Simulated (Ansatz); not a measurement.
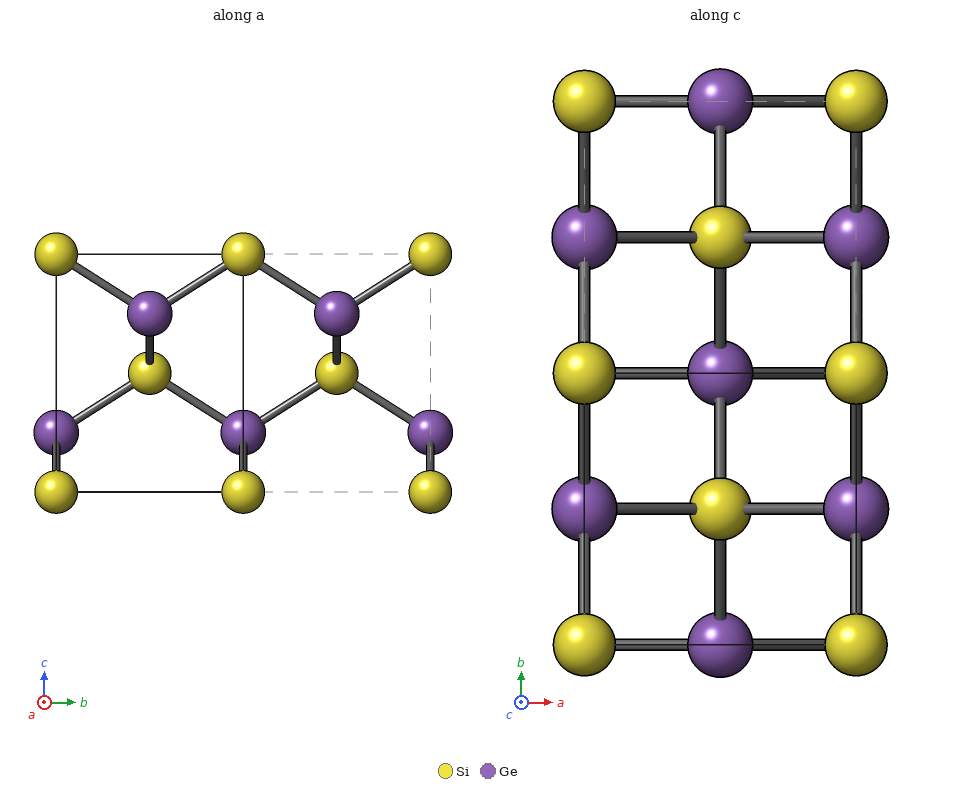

Structure drawing (ball-and-stick), viewed along the a axis and along the c axis. The drawing covers 1×2×1 cells, and the solid lines enclose one conventional unit cell.

SiGe, space group I-4m2 (No. 119), a = 4.36 Å, b = 4.36 Å, c = 5.54 Å, α = 90.00°, β = 90.00°, γ = 90.00°.

Theory: DFT LDA, scalar-relativistic, plane waves, PAW in Ansatz 0.2.0. Numerical settings: plane-wave cutoff 420 eV, k-points about 0.18 Å⁻¹ apart, Gaussian smearing of 0.05 eV, no spin polarisation.

Metal or not?

A metal: bands cross the Fermi level.

What pressure does the calculation give for this cell?

The computed pressure is -11.4 GPa (stretched: it would shrink). The stress isn't hydrostatic: its largest component is 13.5 GPa.

Origin of the cell: a structure listed in the Materials Project. The cell was then strained or its atoms displaced on purpose. It was run through Ansatz as a DFT input.

At this level of theory the cell isn't at rest (stretched, at -11 GPa), so its distances can differ from those at equilibrium, the more so the softer the solid.
